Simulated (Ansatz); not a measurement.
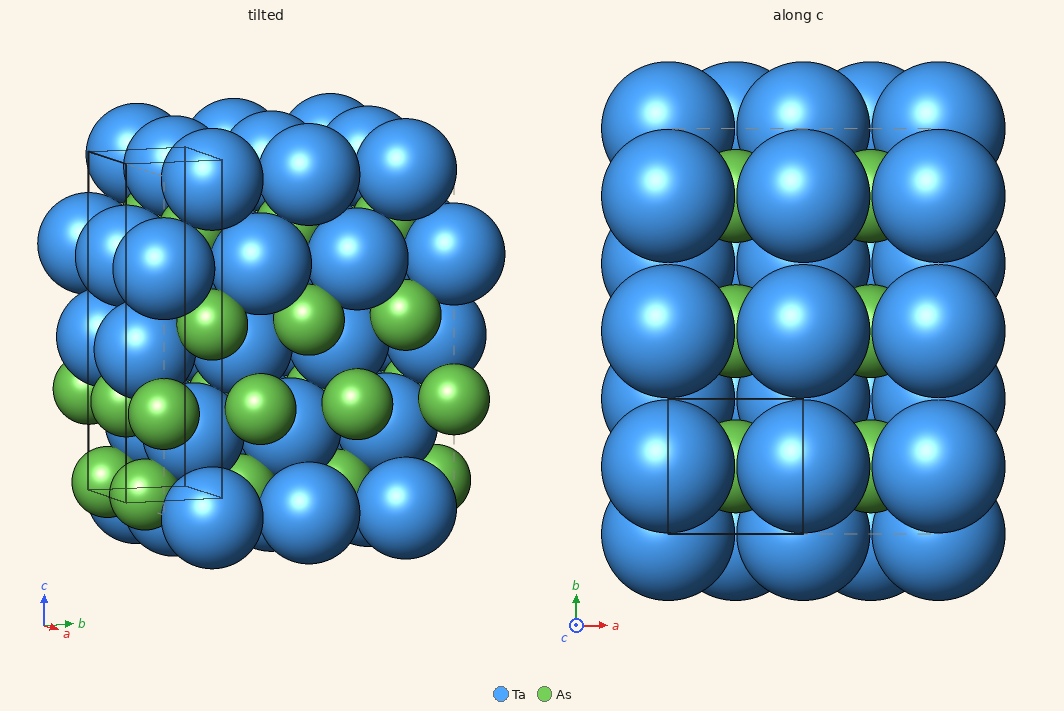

We look at a space-filling model of the crystal slightly off an axis and along the c axis. Solid lines give the conventional unit cell, repeated here 2×3×1 times. Cell: a = 3.429 Å, b = 3.429 Å, c = 11.282 Å, α = 90.00°, β = 90.00°, γ = 90.00°.

Characterise what is shown.

Chemical formula TaAs. Space group: Pmm2 (No. 25). Lattice: primitive orthorhombic. Atoms per cell: 8 (4 Ta, 4 As).

The starting point was a structure listed in the Materials Project. The cell was then strained or its atoms displaced on purpose. It went into a calculation with Ansatz.

At this level of theory the run's own cell isn't at rest (compressed, at 5 GPa and forces up to 2.3 eV/Å), so its distances can differ from those at equilibrium, the more so the softer the solid.
